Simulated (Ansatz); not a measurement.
## RbBr: a changed input and its effect

System: RbBr (2 atoms in the cell).
Method of run A: DFT, PBEsol, all-electron LAPW, Dirac equation with spin-orbit coupling; levels at fixed fractional wave vectors of a strained or displaced cell (Ansatz 0.2.0).

The structure derives from an entry of the Crystallography Open Database. Text and figures count atoms from 1; the logs count them from 0 in places.

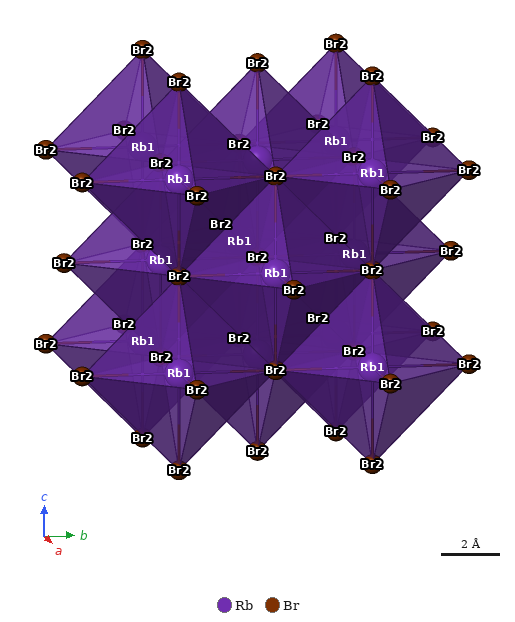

The structure as given in the input (polyhedral view of the cell 4 times as large as that of the calculation, set on its symmetry axes, seen slightly off an axis; polyhedra are completed across the faces of the cell; atoms are numbered from 1 in the order of the input).

Input, run A:
```yaml
crystal:
  lattice:
    - [3.42492376351, 3.42492376351, 0.0]
    - [-3.42492376351, 3.42492376351, 0.0]
    - [0.0, 3.42492376351, 3.42492376351]
  atoms:
    - { symbol: Rb, position: [0.0, 0.0, 0.0] }
    - { symbol: Br, position: [0.5, 0.5, 0.0] }
kpoints:
  mp_grid: { grid: [6, 6, 6] }
scf:
  occupations: { method: fixed }
  convergence: { dr2_threshold: 1.0e-10 }
hamiltonian:
  xc: pbesol
  pseudopotentials: { kind: all_electron, lapw: { basis_error: 0.0005 } }
magnetization:
  noncollinear: true
  spin_orbit: true
output:
  forces: true
  stress: true
  eigenstates:
    kpoints:
      - [0.0, 0.0, 0.0]
      - [-0.5, -0.5, -0.5]
      - [-0.5, 0.5, 0.0]
      - [0.0, 0.0, -0.5]
      - [0.0, -0.5, -0.5]
      - [0.0, 0.5, 0.0]
      - [-0.5, 0.0, 0.0]
      - [-0.5, 0.0, -0.5]
  eigenvalues: true
```

Launched with:
```bash
ansatz run input.yaml --threads 1 --pin off --max-ram 3072MiB --backend cpu --events-out ev --progress --plain --runs-dir out
```

Hardware: 1 thread of Intel Xeon (Granite Rapids), 64 GiB of memory available, shared host.

Output, shortened to warnings, some set-up lines, iterations and results (run A):
```
Basis set: ecut = 129.1843605746424 eV, 283 PW (Γ), exchange–correlation at level 2
Symmetry: 48 space group operations + 48 with time reversal
k-points: 16 of 216
Initial density: superposition of atomic densities (chi_scale 0.1, normalization cell, long waves kept (reshape's long-wave potential 0.00 eV rms))
[...]
SCF iter   1: F=—  HF=-151966.276411 eV  |F-HF|=—  |Δ(HF+E_count)|=         —  Δρ=1.30e-2  dr2=3.80e-1  dr2_m=0.00e0 (ungated)  ethr=7.60e-4  |M|=0.00e0 ∫|m|=0.00e0 μB  …
SCF iter   2: F=—  HF=-151966.094152 eV  |F-HF|=—  |Δ(HF+E_count)|=   1.82e-1  Δρ=6.92e-3  dr2=1.08e-1  dr2_m=0.00e0 (ungated)  ethr=7.60e-4  |M|=0.00e0 ∫|m|=0.00e0 μB  …
SCF iter   3: F=—  HF=-151966.079275 eV  |F-HF|=—  |Δ(HF+E_count)|=   1.49e-2  Δρ=2.00e-3  dr2=8.36e-3  dr2_m=0.00e0 (ungated)  ethr=1.67e-5  |M|=0.00e0 ∫|m|=0.00e0 μB  …
SCF iter   4: F=—  HF=-151966.086023 eV  |F-HF|=—  |Δ(HF+E_count)|=   6.75e-3  Δρ=3.97e-4  dr2=3.07e-4  dr2_m=0.00e0 (ungated)  ethr=1.67e-5  |M|=0.00e0 ∫|m|=0.00e0 μB  …
SCF iter   5: F=—  HF=-151966.086594 eV  |F-HF|=—  |Δ(HF+E_count)|=   5.71e-4  Δρ=6.23e-5  dr2=6.58e-6  dr2_m=0.00e0 (ungated)  ethr=6.14e-7  |M|=0.00e0 ∫|m|=0.00e0 μB  …
SCF iter   6: F=—  HF=-151966.086620 eV  |F-HF|=—  |Δ(HF+E_count)|=   2.61e-5  Δρ=6.31e-6  dr2=7.05e-8  dr2_m=0.00e0 (ungated)  ethr=1.32e-8  |M|=0.00e0 ∫|m|=0.00e0 μB  …
SCF iter   7: F=—  HF=-151966.086620 eV  |F-HF|=—  |Δ(HF+E_count)|=   3.41e-7  Δρ=2.52e-6  dr2=1.21e-8  dr2_m=0.00e0 (ungated)  ethr=1.41e-10  |M|=0.00e0 ∫|m|=0.00e0 μB  …
SCF iter   8: F=—  HF=-151966.086620 eV  |F-HF|=—  |Δ(HF+E_count)|=   8.56e-9  Δρ=4.56e-7  dr2=3.28e-10  dr2_m=0.00e0 (ungated)  ethr=2.41e-11  |M|=0.00e0 ∫|m|=0.00e0 μB  …
SCF iter   9: F=-151966.086620 eV  HF=-151966.086620 eV  |F-HF|=2.91e-11  |Δ(HF+E_count)|=   1.22e-9  Δρ=8.13e-8  dr2=1.12e-11  dr2_m=0.00e0 (ungated)  ethr=1.07e-11 …
SCF 1 converged in 9 iterations: F = -151966.086620 eV  dr2 = 1.12e-11
NSCF: frozen V_eff on 8 k-points
SCF converged after 9 iterations
Magnetization: |M| = 0.0000 μB,  M = (+0.0000, +0.0000, +0.0000) μB
Absolute magnetization: 0.0000 μB (∫|m|)
  site 0: m = (+0.0000, +0.0000, +0.0000) μB, |m| = 0.0000 μB  (R = 1.73 Å)
  site 1: m = (+0.0000, +0.0000, +0.0000) μB, |m| = 0.0000 μB  (R = 1.69 Å)
Free energy (F): -151966.086620 eV
Harris-Foulkes:  -151966.086620 eV  (|F-HF|=2.91e-11)
Internal energy: -151966.086620 eV  (E = F + TS)
E sigma→0 (E₀):  -151966.086620 eV
Fermi energy:    2.763299 eV
--- Per-component energies (eV) ---
  E_band       = -4288.736337
  E_kinetic    = 156059.612133
  E_xc         = -5159.275476
  E_electrostatic = -302866.423276  (all electrons and nuclei)
  E_smearing   = -0.000000  (= −TS)
  E_closure    = 0.000000  (closes the sum)
  E_atoms      = -151959.762303  (free atoms, spherical and without spin; not in F)
  Σ components = -151966.086620   (vs F -151966.086620, Δ=0.00e0)
  Basis errors (estimates in eV, not in F): energy 2.4e-4 per atom: plane waves 2.2e-4 (1.1e-4 summed), levels above the bands 0.0e0, relativity 2.8e-8, radial functions 2.3e-5, core shells 5.4e-8; eigenvalues (radial functions only) 5.6e-6; not estimated: angular momenta, meshes, grids; target …
--- Forces (eV/Å), atoms counted from 1 ---
  atom   1  Rb     0.00000000     0.00000000    -0.00000000
  atom   2  Br     0.00000000    -0.00000000    -0.00000000
  max |Σ_I F_I| component: 3.88e-30 eV/Å
--- Stress (GPa, compression-positive) ---
       -0.034840       0.000000      -0.000000
        0.000000      -0.034840      -0.000000
       -0.000000      -0.000000      -0.034840
  P = ⅓ Tr σ = -0.0348 GPa (-0.348 kbar)
```

For run B the input was changed thus:
```diff
-    - [3.42492376351, 3.42492376351, 0.0]
-    - [-3.42492376351, 3.42492376351, 0.0]
-    - [0.0, 3.42492376351, 3.42492376351]
+    - [3.40779914469, 3.40779914469, 0.0]
+    - [-3.40779914469, 3.40779914469, 0.0]
+    - [0.0, 3.40779914469, 3.42572211768]
```

How does run B compare with run A?

With the same functional and potentials, run B lies 0.15 meV per atom higher. The volume per atom goes from 40.17 to 39.78 Å³. The number of SCF iterations is the same. The irreducible k-points go from 16 to 30. On the same kind of shared host run B took about 1.7 times as long.

Output, shortened to warnings, some set-up lines, iterations and results (run B):
```
Basis set: ecut = 130.60807908299248 eV, 283 PW (Γ), exchange–correlation at level 2
Symmetry: 16 space group operations + 16 with time reversal
k-points: 30 of 216
Initial density: superposition of atomic densities (chi_scale 0.1, normalization cell, long waves kept (reshape's long-wave potential 0.00 eV rms))
[...]
SCF iter   1: F=—  HF=-151966.274064 eV  |F-HF|=—  |Δ(HF+E_count)|=         —  Δρ=1.31e-2  dr2=3.79e-1  dr2_m=0.00e0 (ungated)  ethr=7.58e-4  |M|=0.00e0 ∫|m|=0.00e0 μB  …
SCF iter   2: F=—  HF=-151966.093931 eV  |F-HF|=—  |Δ(HF+E_count)|=   1.80e-1  Δρ=6.96e-3  dr2=1.07e-1  dr2_m=0.00e0 (ungated)  ethr=7.58e-4  |M|=0.00e0 ∫|m|=0.00e0 μB  …
SCF iter   3: F=—  HF=-151966.079107 eV  |F-HF|=—  |Δ(HF+E_count)|=   1.48e-2  Δρ=2.00e-3  dr2=8.26e-3  dr2_m=0.00e0 (ungated)  ethr=1.65e-5  |M|=0.00e0 ∫|m|=0.00e0 μB  …
SCF iter   4: F=—  HF=-151966.085739 eV  |F-HF|=—  |Δ(HF+E_count)|=   6.63e-3  Δρ=3.98e-4  dr2=3.03e-4  dr2_m=0.00e0 (ungated)  ethr=1.65e-5  |M|=0.00e0 ∫|m|=0.00e0 μB  …
SCF iter   5: F=—  HF=-151966.086300 eV  |F-HF|=—  |Δ(HF+E_count)|=   5.61e-4  Δρ=6.22e-5  dr2=6.44e-6  dr2_m=0.00e0 (ungated)  ethr=6.06e-7  |M|=0.00e0 ∫|m|=0.00e0 μB  …
SCF iter   6: F=—  HF=-151966.086325 eV  |F-HF|=—  |Δ(HF+E_count)|=   2.53e-5  Δρ=6.30e-6  dr2=6.82e-8  dr2_m=0.00e0 (ungated)  ethr=1.29e-8  |M|=0.00e0 ∫|m|=0.00e0 μB  …
SCF iter   7: F=—  HF=-151966.086325 eV  |F-HF|=—  |Δ(HF+E_count)|=   3.39e-7  Δρ=2.53e-6  dr2=1.19e-8  dr2_m=0.00e0 (ungated)  ethr=1.36e-10  |M|=0.00e0 ∫|m|=0.00e0 μB  …
SCF iter   8: F=—  HF=-151966.086325 eV  |F-HF|=—  |Δ(HF+E_count)|=   8.44e-9  Δρ=4.53e-7  dr2=3.14e-10  dr2_m=0.00e0 (ungated)  ethr=2.38e-11  |M|=0.00e0 ∫|m|=0.00e0 μB  …
SCF iter   9: F=-151966.086325 eV  HF=-151966.086325 eV  |F-HF|=8.73e-11  |Δ(HF+E_count)|=   1.31e-9  Δρ=8.02e-8  dr2=1.06e-11  dr2_m=0.00e0 (ungated)  ethr=1.07e-11 …
SCF 1 converged in 9 iterations: F = -151966.086325 eV  dr2 = 1.06e-11
NSCF: frozen V_eff on 8 k-points
SCF converged after 9 iterations
Magnetization: |M| = 0.0000 μB,  M = (+0.0000, +0.0000, +0.0000) μB
Absolute magnetization: 0.0000 μB (∫|m|)
  site 0: m = (+0.0000, +0.0000, +0.0000) μB, |m| = 0.0000 μB  (R = 1.72 Å)
  site 1: m = (+0.0000, +0.0000, +0.0000) μB, |m| = 0.0000 μB  (R = 1.68 Å)
Free energy (F): -151966.086325 eV
Harris-Foulkes:  -151966.086325 eV  (|F-HF|=8.73e-11)
Internal energy: -151966.086325 eV  (E = F + TS)
E sigma→0 (E₀):  -151966.086325 eV
Fermi energy:    2.846563 eV
--- Per-component energies (eV) ---
  E_band       = -4284.305629
  E_kinetic    = 156059.812078
  E_xc         = -5159.331676
  E_electrostatic = -302866.566727  (all electrons and nuclei)
  E_smearing   = -0.000000  (= −TS)
  E_closure    = 0.000000  (closes the sum)
  E_atoms      = -151959.762303  (free atoms, spherical and without spin; not in F)
  Σ components = -151966.086325   (vs F -151966.086325, Δ=0.00e0)
  Basis errors (estimates in eV, not in F): energy 2.4e-4 per atom: plane waves 2.2e-4 (1.1e-4 summed), levels above the bands 0.0e0, relativity 2.7e-8, radial functions 2.2e-5, core shells 6.3e-8; eigenvalues (radial functions only) 5.5e-6; not estimated: angular momenta, meshes, grids; target …
--- Forces (eV/Å), atoms counted from 1 ---
  atom   1  Rb     0.00000000     0.00000000     0.00000000
  atom   2  Br    -0.00000000    -0.00000000     0.00000000
  max |Σ_I F_I| component: 3.11e-30 eV/Å
--- Stress (GPa, compression-positive) ---
        0.156704       0.000000       0.000000
        0.000000       0.156704       0.000000
        0.000000       0.000000      -0.001135
  P = ⅓ Tr σ = 0.1041 GPa (1.041 kbar)
```

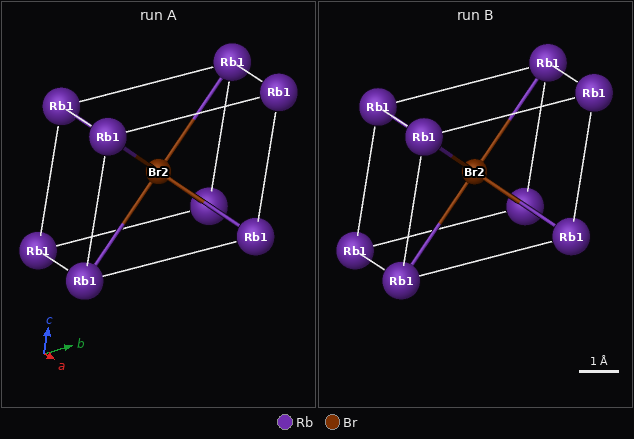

The two input geometries at one scale (ball-and-stick view of the reduced cell, seen slightly off an axis). No atom moves by more than 0.005 Å relative to the cell. Cell: a = c 4.844 → 4.832 Å (−0.2 %), b 4.844 → 4.819 Å (−0.5 %), β 60.0° → 59.8°. Volume −1.0 %. Among the contacts that change: Rb1–Br2 3.425 → 3.408 Å.

The two runs side by side:

| quantity | run A | run B |
| --- | --- | --- |
| outcome | converged | converged |
| free energy per atom (eV) | −75983.0433 | −75983.0432 |
| gap on the mesh (eV) | 4.06 | 4.08 |
| net moment of the cell (μB) | 0.00 | 0.00 |
| absolute moment of the cell (μB) | 0.00 | 0.00 |
| pressure (GPa) | −0.03 | 0.10 |
| volume per atom (Å³) | 40.17 | 39.78 |
| largest force (eV/Å) | 0.000 | 0.000 |
| SCF iterations | 9 | 9 |
| irreducible k-points | 16 | 30 |
| plane waves at Γ | 283 | 283 |
| wall time (shared host) | 22 s | 37 s |
